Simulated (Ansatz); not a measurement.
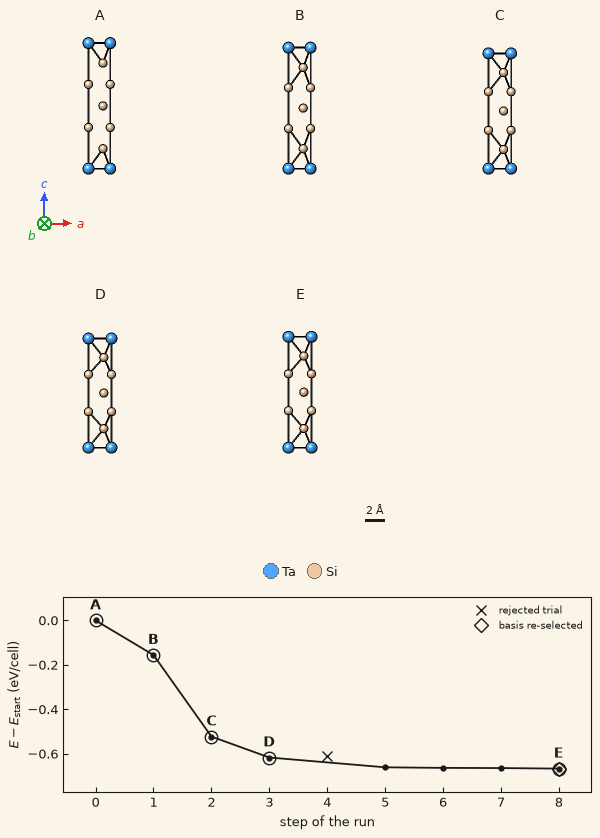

Frames of a relaxation of a crystal of TaSi5 (a generated structure, set up in P-6m2) (coarse preliminary run), marked on the history of the run. A ball-and-stick model of the cell of the calculation, seen along the b axis.

Method: DFT PBE, scalar-relativistic, plane waves, PAW (Ansatz 0.2.0).

Input
```yaml
crystal:
  lattice:
    - [2.7807639748, 0.0, 0.0]
    - [-1.3903819874, 2.4082122441, 0.0]
    - [0.0, 0.0, 13.9099991222]
  atoms:
    - { symbol: Ta, position: [0.0, 0.0, 0.0] }
    - { symbol: Si, position: [0.6666666667, 0.3333333333, 0.8408732335] }
    - { symbol: Si, position: [0.0, 0.0, 0.671627947] }
    - { symbol: Si, position: [0.6666666667, 0.3333333333, 0.5] }
    - { symbol: Si, position: [0.0, 0.0, 0.328372053] }
    - { symbol: Si, position: [0.6666666667, 0.3333333333, 0.1591267665] }
basis:
  ecutwfc: 420
kpoints:
  mp_grid: { grid: [6, 6, 2] }
hamiltonian:
  xc: pbe
scf:
  occupations: { method: gaussian, width: 0.1 }
  lower_state_search: "off"
output:
  forces: true
  stress: true
  eigenvalues: true
relax:
  adjacent_minimum: "off"
  f_tol: 0.04
  max_steps: 70
  cell: { stress_tol: 0.4 }
```

Command:
```bash
ansatz run input.yaml --threads 1 --pin off --max-ram 2560MiB --backend cpu --events-out ev --progress --plain --runs-dir out
```

### Describe the path.

The energy falls by 0.667 eV per cell of the calculation in 6 accepted moves (8 points after the start). The largest force component goes from 0.27 to 0.0062 eV/Å. The pressure goes from 0.35 to −0.03 GPa. The line search rejected the trial step at point 4 of the run. At 1 point the geometry stayed and the basis and grid were re-selected for the new cell (energy shift of 2.5 meV per cell of the calculation at most each time). The largest moves relative to the cell, 0.17 Å, are those of Si2 and Si6. Si6 goes along +c. Ta stays in place. Cell: a = b 2.781 → 2.941 Å (+5.8 %), c 13.910 → 12.283 Å (−11.7 %). Volume −1.2 %. Near-neighbour distances that change, for instance: Si2–Si3 2.850 → 2.604 Å, Ta1–Ta1 2.781 → 2.941 Å, Ta1–Si2 2.734 → 2.720 Å. Among the angles between lasting bonds that change: Ta1–Si6–Ta1 61.1° → 65.5°. The space group stays P-6m2 (No. 187). Cost: 29 s on 1 thread of Arm Neoverse V1, on a shared host, peak memory 0.32 GiB. From step 0 to 1: Si atoms move most (0.07 Å), volume −0.6 %, energy −0.155 eV per cell of the calculation. From step 1 to 2: Si atoms move most (0.02 Å), energy −0.367 eV per cell of the calculation. From step 2 to 3: Si atoms move most (0.09 Å), volume −2.4 %, energy −94.3 meV per cell of the calculation. From step 3 to 8: Si atoms move most (0.05 Å), volume +1.8 %, energy −50.0 meV per cell of the calculation.

Limits of the set-up: the k-point mesh is coarse for a cell with partly filled bands.
